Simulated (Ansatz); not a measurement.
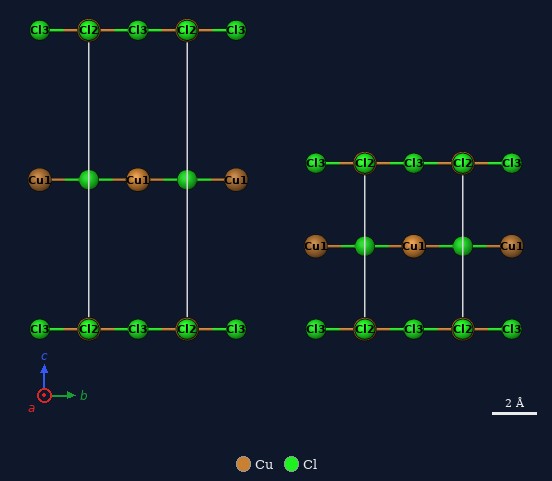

Two geometries of crystalline CuCl2 (set up in I4/mmm), drawn at one scale. One is the start of a relaxation, the other its converged end. A ball-and-stick model of the conventional cell (2 times the calculation's cell), seen along the a axis. Lengths and directions refer to the drawn axes.

Theory: Kohn-Sham DFT of a periodic cell, r2SCAN, DFT+U, Ansatz PAW (Ansatz 0.2.0). Settings: plane-wave cutoff 500 eV; k-point mesh 8 × 8 × 8; occupations fermi-dirac; smearing width 0.05 eV; no spin polarisation; U = 1 eV on Cu d; cell and atoms relaxed; force threshold 0.01 eV/Å; at most 40 steps.

### Which of the two is the end point?

The right one is the relaxed one. The run lets cell and atoms move. The energy falls by 25.7 meV per atom in 15 accepted moves (17 points after the start). All forces vanish by symmetry, so only the cell relaxes. The pressure goes from −0.22 to −0.02 GPa. The line search rejected the trial step at point 14 of the run. At 1 point the geometry stayed and the basis and grid were re-selected for the new cell (energy shift of 0.7 meV per atom at most each time). No atom moves by more than 0.005 Å relative to the cell. The drawn cell changes as follows: a = b 4.510 → 4.497 Å (−0.3 %), c 13.720 → 7.618 Å (−44.5 %); the volume changes by −44.8 %. Near-neighbour distances that change, for instance: Cu1–Cl2 2.255 → 2.249 Å. The space group stays I4/mmm (No. 139).

Limits of the set-up: an element that often carries a moment was run without spin polarisation; an odd number of electrons was run without spin polarisation, which fails if the electron would localise.
